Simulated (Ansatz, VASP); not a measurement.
# MgAu: VASP beside Ansatz, part 2 of 2

One calculation is typed for both programs; each brings its own data sets and cutoff. How far apart do they land?  The structure shown is the end of the VASP relaxation below.

VASP 6.6.1 and Ansatz 0.2.0.

So far: The starting structure; VASP: relaxation, PBEsol.

## Step 3: Ansatz: single point, PBEsol

Level of this step: Ansatz beside VASP: Kohn-Sham DFT, plane waves, PBEsol (Ansatz).

Ansatz runs on its default PAW (the set named soft_2) files.

The same cell, functional, mesh and smearing now go to Ansatz, which takes its cutoff from its data sets.

The input, input.yaml:

```yaml
crystal:
  lattice:
    - [3.259, 0.0, 0.0]
    - [0.0, 3.259, 0.0]
    - [0.0, 0.0, 26.4065]
  atoms:
    - { symbol: Mg, position: [0.5, 0.5, 0.28402098] }
    - { symbol: Mg, position: [0.5, 0.5, 0.40743756] }
    - { symbol: Mg, position: [0.5, 0.5, 0.53049149] }
    - { symbol: Mg, position: [0.5, 0.5, 0.65403454] }
    - { symbol: Au, position: [0.0, 0.0, 0.34572927] }
    - { symbol: Au, position: [0.0, 0.0, 0.46914585] }
    - { symbol: Au, position: [0.0, 0.0, 0.58920884] }
    - { symbol: Au, position: [0.0, 0.0, 0.70854692] }
hamiltonian:
  xc: pbesol
  pseudopotentials: { kind: paw }
kpoints:
  mp_grid: { grid: [8, 8, 1] }
scf:
  occupations: { method: methfessel_paxton, width: 0.1 }
  n_extra_bands: 6
efield:
  axis: 3
  dipole_correction: true
  ramp_width: 0.04
output:
  forces: true
  eigenvalues: true
  write_density: true
  write_potential: true
  elf: true
  volumetric_format: npy
```

On the command line:

```console
$ ansatz run input.yaml --threads 4 --pin off --max-ram 9216MiB --backend cpu --events-out ev --progress --plain --runs-dir out
```

Numbers of over 12 decimals in the logs are rounded to 6 here.

The program printed:

```text
scf.n_extra_bands = 6 over 58 filled bands (N_el = 116.0): the run solves 64 bands
Engine: ansatz 0.2.0, aarch64-unknown-linux-gnu
Pseudopotentials: kind: paw
Pseudopotential: Mg, paw, valence charge 10, recommended cutoff 420 eV (normal), Mg.paw.azcp
Pseudopotential: Au, paw, valence charge 19, recommended cutoff 420 eV (normal), Au.paw.azcp
Functional definition: PBEsol
  exchange = pbesol_x
  correlation = pbesol_c
Crystal: 8 atoms, lattice volume = 280.466 Å³
Basis set: ecut = 420 eV, 5545 PW (Γ), exchange–correlation on 48×48×360 points (8 copies of the dense FFT grid, shifted against one another)
Bands: 64, of which v1, the nominal top of the filled ones, is band 58 counted from 1 (57 counted from 0)
Symmetry: 8 space group operations
Space group: P4mm (ITA 99), of the structure as read, at distance tolerance 6.5e-5 Å
k-points: 15 of 64
Non-local potential: Mg, projectors of the file, l = 0: 3, l = 1: 2, l = 2: 1
Non-local potential: Au, projectors of the file, l = 0: 3, l = 1: 2, l = 2: 2, l = 3: 1
PAW form: soft (Blöchl's): semilocal exchange-correlation on the pseudo side does not see the compensation charge
PAW frozen core: Mg, regenerated for the run's functional, and the local potential with it (the file was generated under x = pbe(κ = 0.804, μ = 0.219515), c = pbe(β = 0.066725))
PAW frozen core: Au, regenerated for the run's functional, and the local potential with it (the file was generated under x = pbe(κ = 0.804, μ = 0.219515), c = pbe(β = 0.066725))
PAW one-centre angular grid: Mg, 110 points (default); XC on 64 Gauss nodes
PAW one-centre angular grid: Au, 590 points (default); XC on 64 Gauss nodes
Initial density: superposition of atomic densities (neutral atoms: chi_scale 0, normalization atom), corrected by the library's trained network
Initial wavefunctions: pseudopotential atomic-orbital guess
Functional: x = pbesol(κ = 0.804, μ = 0.123457), c = pbesol(β = 0.046)
SCF iter   1: F=—  HF=-59679.612882 eV  |F-HF|=—  |Δ(HF+E_count)|=         —  Δρ=3.29e-3  dr2=6.30e-1  ethr=1.77e-3  p=-0.059 e·Å  D=-3.80e-2 V/Å  ΔV_dip=1.00 eV  dr2_dipole=4.02e-1  V_vac-E_F(+/−)=4.83/3.83 eV  ⟨swp⟩=8.2  Hψ=4131  notcnv=0
efield: sawtooth ramp at fractional position 0.9763 (placed from the atoms, in the widest stretch of the axis that holds none; the zero of the levels goes with the place), width 0.0400; the density the first Hamiltonian is built on has a dipole p = -0.059 e·Å; the dipole correction subtracts the counter field D = -3.80e-2 V/Å, which shifts the + side's vacuum level by +1.00 eV against the − side's; the planar-averaged density in the ramp window peaks in size at 4.3e-5 e/Å³
preconditioner: auto → LDOS  [metal: Δε(μ)=0.042 eV  Ē_g=6.678 eV  σ=0.100 eV  W_gap=0.34  n_scr=62 (ndim 8)  ℏωp=16.0 eV  f_vac=0.458  D(μ)=3.31/eV (n_scr^D=12)  β→1.0]
SCF iter   2: F=—  HF=-59679.583469 eV  |F-HF|=—  |Δ(HF+E_count)|=   2.94e-2  S|Δr|=    0.00e0  Δρ=2.41e-3  dr2=3.21e-2  ethr=5.43e-4  p=-0.080 e·Å  D=-5.16e-2 V/Å  ΔV_dip=1.36 eV  dr2_dipole=8.24e-3  V_vac-E_F(+/−)=4.85/3.48 eV  ⟨swp⟩=1.9  Hψ=1211  notcnv=0  defer=10
SCF iter   3: F=—  HF=-59679.581212 eV  |F-HF|=—  |Δ(HF+E_count)|=   2.26e-3  S|Δr|=    0.00e0  Δρ=2.18e-3  dr2=2.35e-2  ethr=2.76e-5  p=-0.078 e·Å  D=-5.05e-2 V/Å  ΔV_dip=1.33 eV  dr2_dipole=4.21e-3  V_vac-E_F(+/−)=4.80/3.47 eV  ⟨swp⟩=3.0  Hψ=1922  notcnv=0  defer=10
SCF iter   4: F=—  HF=-59679.576714 eV  |F-HF|=—  |Δ(HF+E_count)|=   4.50e-3  S|Δr|=    0.00e0  Δρ=3.74e-4  dr2=5.82e-4  ethr=2.03e-5  p=-0.081 e·Å  D=-5.23e-2 V/Å  ΔV_dip=1.38 eV  dr2_dipole=3.75e-5  V_vac-E_F(+/−)=4.82/3.44 eV  ⟨swp⟩=2.0  Hψ=1570  notcnv=0  defer=10
SCF iter   5: F=—  HF=-59679.576576 eV  |F-HF|=—  |Δ(HF+E_count)|=   1.37e-4  S|Δr|=    0.00e0  Δρ=7.26e-5  dr2=2.47e-5  ethr=5.02e-7  p=-0.081 e·Å  D=-5.21e-2 V/Å  ΔV_dip=1.38 eV  dr2_dipole=4.17e-7  V_vac-E_F(+/−)=4.82/3.44 eV  ⟨swp⟩=2.9  Hψ=1780  notcnv=0  defer=10
SCF iter   6: F=—  HF=-59679.576578 eV  |F-HF|=—  |Δ(HF+E_count)|=   1.58e-6  S|Δr|=    0.00e0  Δρ=2.60e-5  dr2=4.48e-6  ethr=2.13e-8  p=-0.080 e·Å  D=-5.18e-2 V/Å  ΔV_dip=1.37 eV  dr2_dipole=9.17e-8  V_vac-E_F(+/−)=4.82/3.45 eV  ⟨swp⟩=2.3  Hψ=1421  notcnv=0  defer=7
SCF iter   7: F=—  HF=-59679.576579 eV  |F-HF|=—  |Δ(HF+E_count)|=   8.09e-7  S|Δr|=    0.00e0  Δρ=1.90e-5  dr2=2.43e-6  ethr=3.86e-9  p=-0.080 e·Å  D=-5.16e-2 V/Å  ΔV_dip=1.36 eV  dr2_dipole=2.37e-7  V_vac-E_F(+/−)=4.81/3.45 eV  ⟨swp⟩=2.1  Hψ=1552  notcnv=0  defer=7
SCF iter   8: F=—  HF=-59679.576579 eV  |F-HF|=—  |Δ(HF+E_count)|=   1.53e-7  S|Δr|=    0.00e0  Δρ=5.79e-6  dr2=4.99e-7  ethr=2.09e-9  p=-0.080 e·Å  D=-5.15e-2 V/Å  ΔV_dip=1.36 eV  dr2_dipole=1.74e-8  V_vac-E_F(+/−)=4.81/3.45 eV  ⟨swp⟩=2.1  Hψ=1537  notcnv=0  defer=7
SCF iter   9: F=-59679.576579 eV  HF=-59679.576579 eV  |F-HF|=2.22e-8  |Δ(HF+E_count)|=   1.08e-7  S|Δr|=    0.00e0  Δρ=3.22e-6  dr2=7.89e-8  ethr=8.62e-11  p=-0.080 e·Å  D=-5.15e-2 V/Å  ΔV_dip=1.36 eV  dr2_dipole=2.26e-8  V_vac-E_F(+/−)=4.81/3.46 eV  ⟨swp⟩=14.7  Hψ=8160  notcnv=0
SCF 1 converged in 9 iterations: F = -59679.576579 eV  dr2 = 7.89e-8
  greatest PAW one-centre occupation: 1.001 electrons in one spin orbital (limit 2), on the Au atom at site 4 (counted from 0), in its partial waves of l = 0
WARN: The output density's exchange-correlation potential varies sharply where the density is thin. Do not read a vacuum level from v_tot or v_xc, or from such a field of the output density. On a cell that repeats whose density bears no net charge and no dipole along the vacuum's axis use v_es (v_loc + v_h of the components); under efield.dipole_correction with no amplitude use v_es + v_field, which holds any externa [...]
SCF converged after 9 iterations
Stability not checked: this state was not tested for a lower state beside it, because cold or Methfessel-Paxton smearing, or corrected tetrahedra, fill the levels in a way that the test cannot read (fill_not_monotonic; see scf.lower_state_search)
Free energy (F): -59679.576579 eV
Harris-Foulkes:  -59679.576579 eV  (|F-HF|=2.22e-8)
Internal energy: -59679.574571 eV  (E = F + TS)
E sigma→0 (E₀):  -59679.576077 eV
Entropy (-TS):   -0.002007 eV (-0.251 meV/atom)
Fermi energy:    4.956744 eV
Dipole field:    D = -0.051312 V/Å  (p = -0.079531 e·Å, saw-weighted, corrected)
Work function:   Φ+ = 4.8128 eV   Φ− = 3.4579 eV
Levels:          The Fermi level and band energies are counted from a zero that moves with the ramp; work functions are not
--- Per-component energies (eV) ---
  E_band       = -3494.717342
  E_kinetic    = 2725.966549
  E_local      = -148534.304402  (includes V_loc(G=0)·N_el)
  E_nonlocal   = 686.287190
  E_hartree    = 72217.893018
  E_xc         = -1023.908191
  E_vxc        = -1250.889378  (∫ρ·V_xc dr)
  E_paw        = -39384.933964  (= ΣΔE_a)
  E_vpaw       = -1559.449046  (= ΣTr[D̂ρ^β])
  E_aug_tail   = 0.005499  (compensation charges beyond the density's cutoff)
  E_efield     = 0.002040  (sawtooth field / dipole correction)
  E_vefield    = 1.807394  (∫n·V_field dr)
  E_ewald      = 53631.944325
  E_core_change = 1.473365  (= ΣΔE_core)
  E_smearing   = -0.002007  (= −TS)
  E_closure    = 0.000000  (closes the sum)
  Σ components = -59679.576579   (vs F -59679.576579, Δ=0.00e0)
--- Forces (eV/Å), atoms counted from 1 ---
  atom   1  Mg     0.00000000     0.00000000     0.43831771
  atom   2  Mg     0.00000000     0.00000000    -0.10057261
  atom   3  Mg    -0.00000000     0.00000000     0.00506807
  atom   4  Mg     0.00000000     0.00000000    -0.00953709
  atom   5  Au     0.00000000     0.00000000    -0.31997431
  atom   6  Au    -0.00000000     0.00000000    -0.03778718
  atom   7  Au     0.00000000     0.00000000     0.01350828
  atom   8  Au     0.00000000     0.00000000     0.01112529
  max |Σ_I F_I| component: 1.48e-4 eV/Å
--- Band table (eV; the first three rows and the last of 15) ---
  k-point 0: bands = [... 54 lower, 1.4986, 1.7588, 2.7405, 3.9207, 5.5093, 7.1902, 8.3844, 9.2572, ... 2 higher]
  k-point 1: bands = [... 54 lower, 1.5079, 1.6598, 2.8545, 4.1492, 5.7700, 7.4540, 8.6054, 8.8388, ... 2 higher]
  k-point 2: bands = [... 54 lower, 1.5461, 1.7295, 3.2315, 4.7547, 6.2274, 6.3794, 6.8401, 7.9180, ... 2 higher]
  k-point 14: bands = [... 54 lower, 4.4564, 4.8220, 4.8907, 4.8907, 5.4377, 6.0122, 6.0122, 6.6325, ... 2 higher]
```

Elapsed: 10 s, on 4 threads of Arm Neoverse V1, shared host; peak memory 0.78 GiB.

Reading the cycles: dr2 is the Hartree energy of the density residual (eV), the measure of convergence; HF is the Harris–Foulkes estimate of the energy, which meets the free energy F at convergence.

## Step 4: Side by side

Known differences besides the PAW data sets themselves: the data sets hold 116 valence electrons in Ansatz (default PAW (the set named soft_2) files) and 52 in VASP; the cutoff is 420 eV in Ansatz and 300 eV in VASP (PREC = Normal); Ansatz makes its cores anew for this functional, VASP keeps those of its PBE data sets; VASP leaves aspherical gradient terms in its spheres out (LASPH is not set), Ansatz keeps them. Total energies have different zeros and are not compared.

Forces (eV/Å; atoms numbered as in POSCAR):

```
atom        Ansatz x, y, z          VASP x, y, z
 Mg1   0.000, 0.000, 0.438   0.000, 0.000, 0.449
 Mg2  0.000, 0.000, -0.101  0.000, 0.000, -0.104
 Mg3   0.000, 0.000, 0.005   0.000, 0.000, 0.004
 Mg4  0.000, 0.000, -0.010  0.000, 0.000, -0.013
 Au5  0.000, 0.000, -0.320  0.000, 0.000, -0.321
 Au6  0.000, 0.000, -0.038  0.000, 0.000, -0.040
 Au7   0.000, 0.000, 0.014   0.000, 0.000, 0.020
 Au8   0.000, 0.000, 0.011   0.000, 0.000, 0.007
```

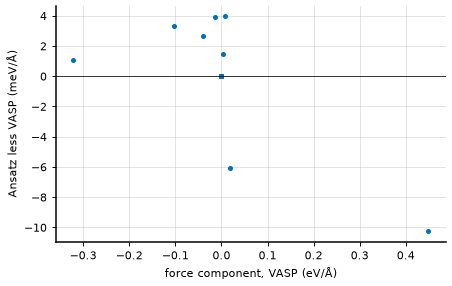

Difference of the force components against their size.

The forces differ by 2.8 meV/Å r.m.s., which is 2.5 % of the r.m.s. force of 0.11 eV/Å (both taken over all components, held atoms included).

## Step 5: What came out

| Property | Result |
| --- | --- |
| r.m.s. force difference (single point, PBEsol) | 2.8 meV/Å |

The r.m.s. force difference is 2.8 meV/Å (single point, PBEsol), within the 12 meV/Å picked in this series as the mark of a large difference. Differences of this kind measure data sets and numerical settings, not the functional's error against experiment.

[Lines on the potential files, build, host, timing and source positions are cut from VASP's logs without a mark.]

[Logs are printed without paths, hosts, clocks, repeated set-up lines and the standing remarks that a program may print on its own settings, such as how far it seeks lower states.]

[Hosts, paths, dates, database ids (printed as entryN), source tags and the programs' standing remarks are cut or masked in the printed files.]
